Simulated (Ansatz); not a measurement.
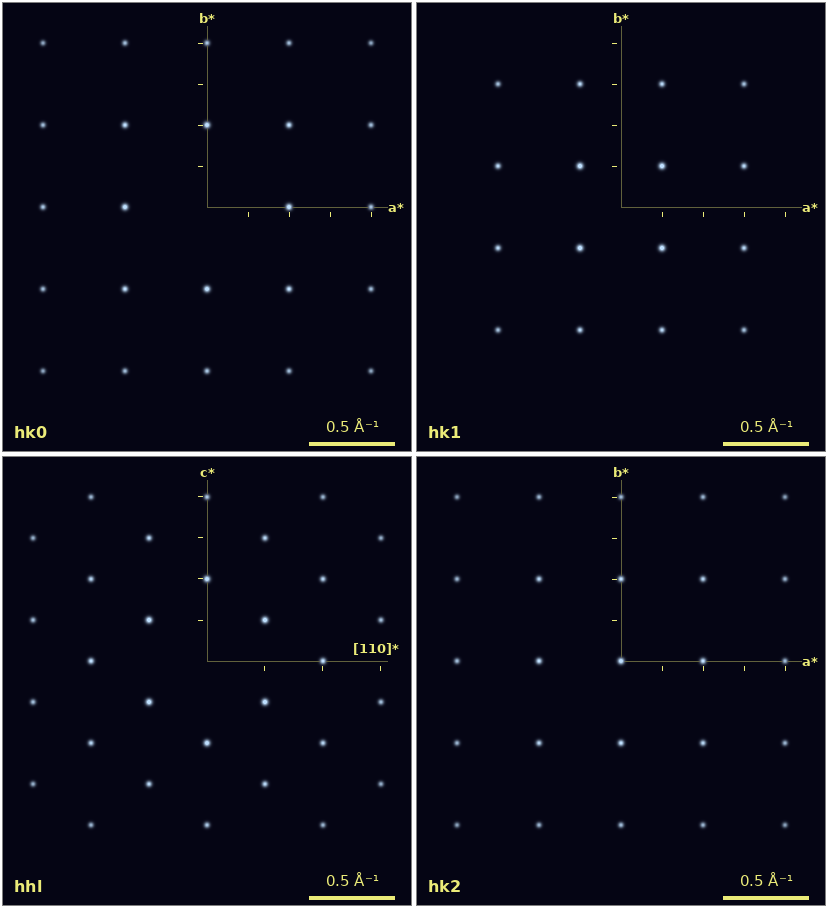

Simulated precession-type sections (X-rays; kinematic intensities, B = 0.5 Å²). The ticks mark integer indices of the conventional cell.

Question: Read the reciprocal cell and give the direct cell.

Answer: a* = 0.243, b* = 0.243, c* = 0.243 Å⁻¹; the cell is cubic with a = 4.11 Å.

Question: Which reflection conditions do the layers show?

Answer: Reflections are present only under these conditions. hkl: h + k = 2n, h + l = 2n; hk0: h = 2n, k = 2n; hhl: h + l = 2n; h00: h = 2n. The lattice is face-centred (F).

Question: Which space groups fit?

Answer: The intensities have Laue symmetry m-3m (the hk0 layer shows 4mm, hk1 shows 4mm). With these conditions the candidates are F432 (No. 209), F-43m (No. 216), Fm-3m (No. 225). Diffraction geometry alone does not choose among them; the structure has Fm-3m. The compound is Ti. Structure: the input geometry of an electronic-structure calculation (not necessarily at equilibrium); the starting structure was generated, so it need not be a known form of this composition.
